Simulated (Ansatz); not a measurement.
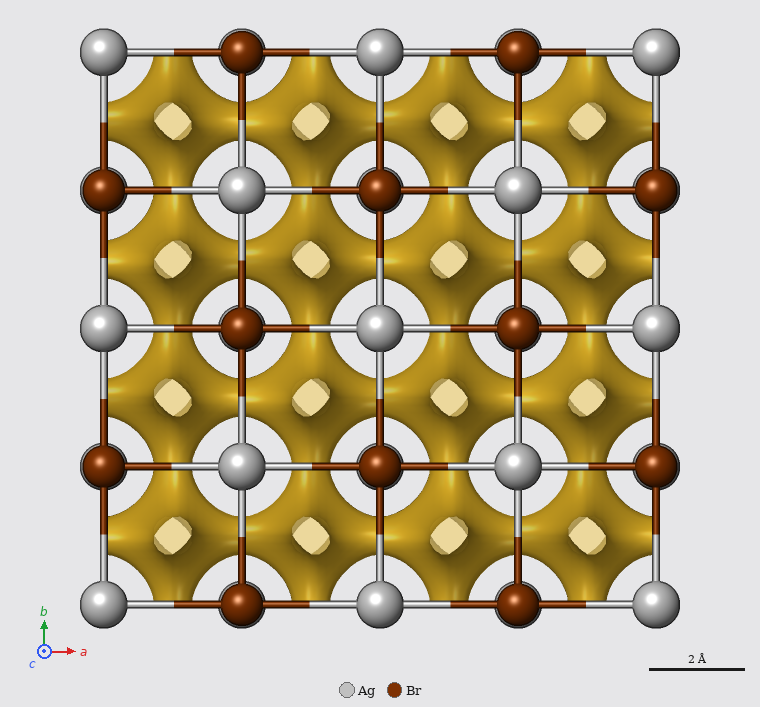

Crystal voids of AgBr (Fm-3m): the yellow surface encloses the regions where the procrystal electron density, the sum of the densities of spherically averaged neutral Hartree-Fock atoms, is below 0.01 e/bohr³ (2×2×2 cells, view along the c axis). No self-consistent density enters. Pale faces close the region where the drawn box cuts it. From Rb on the atoms have core potentials, so only their outer electrons count. The usual level for crystal voids is 0.002 e/bohr³; this crystal has almost no region below it, so a higher level is used, which marks the interstitial space of lowest density.

The cell is taken from the geometry relaxed with Ansatz 0.2.0, DFT, PBE, PAW with Ansatz's default frozen-core files, scalar-relativistic.

```xyz
8
Lattice="5.8433 0.0000 0.0000 0.0000 5.8433 0.0000 0.0000 0.0000 5.8433" Properties=species:S:1:pos:R:3 pbc="T T T"
Ag    0.0000    0.0000    0.0000
Br    2.9217    0.0000    0.0000
Ag    0.0000    2.9217    2.9217
Br    2.9217    2.9217    2.9217
Ag    2.9217    0.0000    2.9217
Br    0.0000    0.0000    2.9217
Ag    2.9217    2.9217    0.0000
Br    0.0000    2.9217    0.0000
```

### What share of the cell is void by this measure?

The voids take about 25 % of the cell (51 Å³ of 199.5 Å³) and are bounded by about 140 Å² of surface per cell.

### Are the voids connected in the whole crystal?

Where they connect, they form a three-dimensional network.

### How low does the density fall, and where?

To about 0.0038 e/bohr³ near 0.25, 0.25, 0.25 (fractional), 2.5 Å from the nearest nucleus.

### At what density do the voids first join through the crystal?

At about 0.0073 e/bohr³, as a three-dimensional network.
